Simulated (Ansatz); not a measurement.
The compound is InAs (space group F-43m, No. 216), taken as a calculation's input that goes back to an entry of the Crystallography Open Database (an earlier step may have relaxed or displaced it).

Space group F-43m (No. 216). a = 6.108 Å, b = 6.108 Å, c = 6.108 Å, α = 90.00°, β = 90.00°, γ = 90.00°

| atom | site | symmetry | x | y | z |
| --- | --- | --- | --- | --- | --- |
| In | 4a | -43m | 0.0000 | 0.0000 | 0.0000 |
| As | 4c | -43m | 0.2500 | 0.7500 | 0.7500 |

Bonds are taken as As–In below 3 Å; no other contact counts. Simplification: prune 0- and 1-connected atoms, fold 2-connected ones into links.

Derive the underlying net.

The result is a uninodal 4-connected, three-periodic net: In and As are 4-connected nodes. It is the dia net, known from diamond, zinc blende and cristobalite. It is a single net, without interpenetration.

| node | links | point symbol | coordination sequence |
| --- | --- | --- | --- |
| In and As | 4 | 6⁶ | 4 12 24 42 64 |

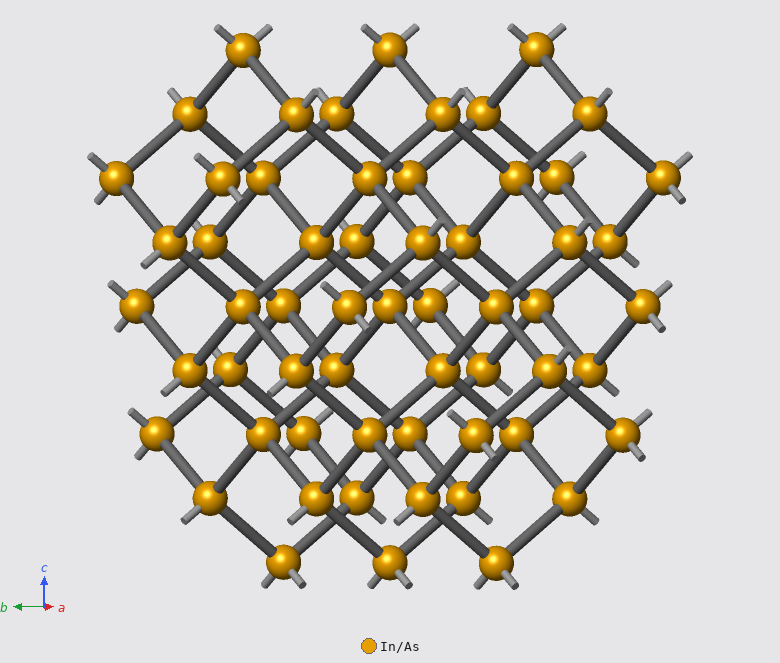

Nodes are coloured by topological kind. Edges to nodes outside the piece are drawn as stubs.
